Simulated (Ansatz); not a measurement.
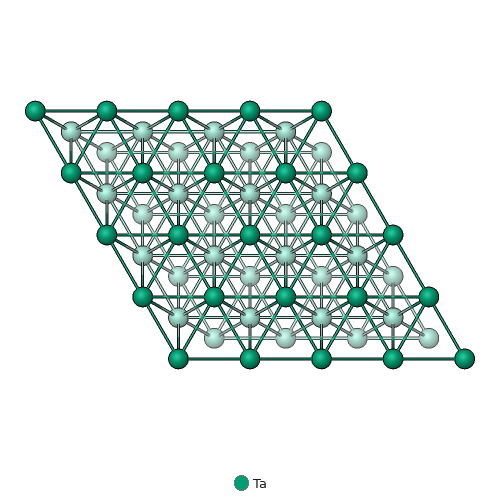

The system is S on a Ta(111) slab cut from the Fm-3m phase, its upper half relaxed before the scan (12 atoms of substrate and one adsorbate in a 2 × 2 cell); the picture shows it without the atoms that are moved over the map. S is moved over the surface cell; relaxed at each place: the height of the adsorbate's atoms; substrate rigid; the origin of the map has the adsorbate above Ta9. Places are given modulo a cell vector. The map is drawn in real space over the plane of the surface. The grid has 6 × 6 points; 10 points were computed and 26 follow by symmetry. Places are given in fractions of the 1 × 1 surface cell. Energies are in eV, from the lowest grid point. These are results of DFT PBE, scalar-relativistic, plane waves, PAW in Ansatz 0.2.0, not measurements. Settings: cutoff 420 eV, k-mesh 6×6×1, gaussian smearing 0.1 eV, no spin polarisation.

Range: position of S13 along the first surface vector from 0.000 to 0.833; position of S13 along the second surface vector from 0.000 to 0.833.

### What will the energy surface look like?

The lowest grid point is at a threefold hollow over a third-layer Ta atom, (4/6, 2/6) of the cell vectors. There is a further well near a threefold hollow over a second-layer Ta atom, (2/6, 4/6) of the cell vectors (0.19 eV above the lowest at that grid point). The highest grid point, the top site over a surface Ta atom, (0/6, 0/6) of the cell vectors, lies 1.81 eV above the lowest. On the interpolated surface the easiest way out of the lowest well to the well at a threefold hollow over a second-layer Ta atom, (2/6, 4/6) of the cell vectors passes a barrier of about 0.38 eV. At the lowest point the adsorbate has 3 Ta at 2.45 Å as nearest neighbours, at the highest 1 Ta at 2.23 Å. Its relaxed height above the top atom is 1.73 Å at the lowest and 2.23 Å at the highest point.

| second ↓, first → | 0/6 | 1/6 | 2/6 | 3/6 | 4/6 | 5/6 |
| --- | --- | --- | --- | --- | --- | --- |
| 5/6 | 1.61 | 1.21 | 0.50 | 0.50 | 1.21 | 1.61 |
| 4/6 | 0.98 | 0.50 | 0.19 | 0.50 | 0.98 | 1.17 |
| 3/6 | 0.37 | 0.50 | 0.50 | 0.37 | 0.40 | 0.40 |
| 2/6 | 0.98 | 1.21 | 0.98 | 0.40 | 0.00 | 0.40 |
| 1/6 | 1.61 | 1.61 | 1.17 | 0.40 | 0.40 | 1.17 |
| 0/6 | 1.81 | 1.61 | 0.98 | 0.37 | 0.98 | 1.61 |

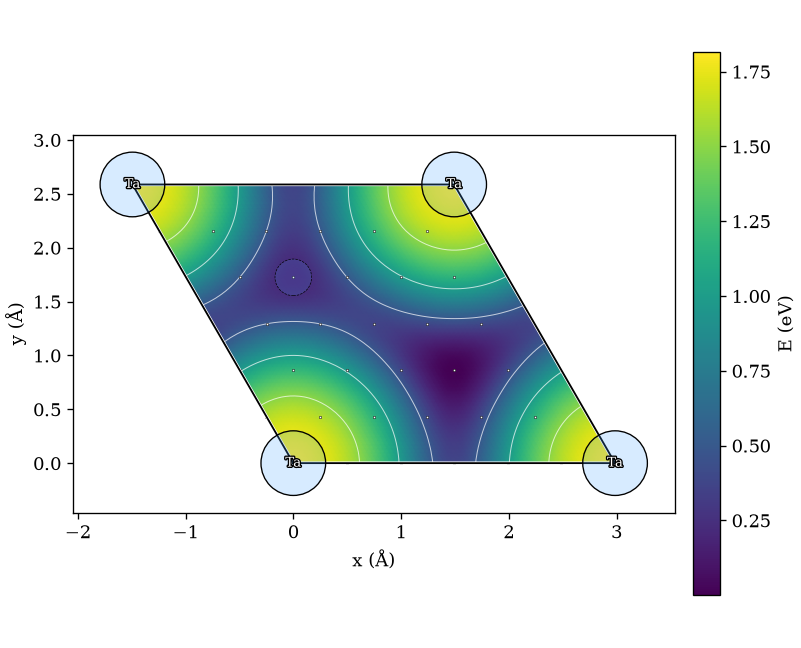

In the figure: a smooth colour map with a few white contour lines, dots at the grid points, labelled circles for the atoms of the top layer and small ones for the second layer, the outline of one cell of the plane. Between grid points the surface is interpolated.

Each point was launched as `ansatz run input.yaml --threads 4 --pin off --max-ram 12288MiB --backend cpu --events-out ev --progress --plain --runs-dir out`. The whole map (10 points run) took 27 min on 4 threads of Arm Neoverse N1 (shared host).

PAW datasets: the set soft_1.
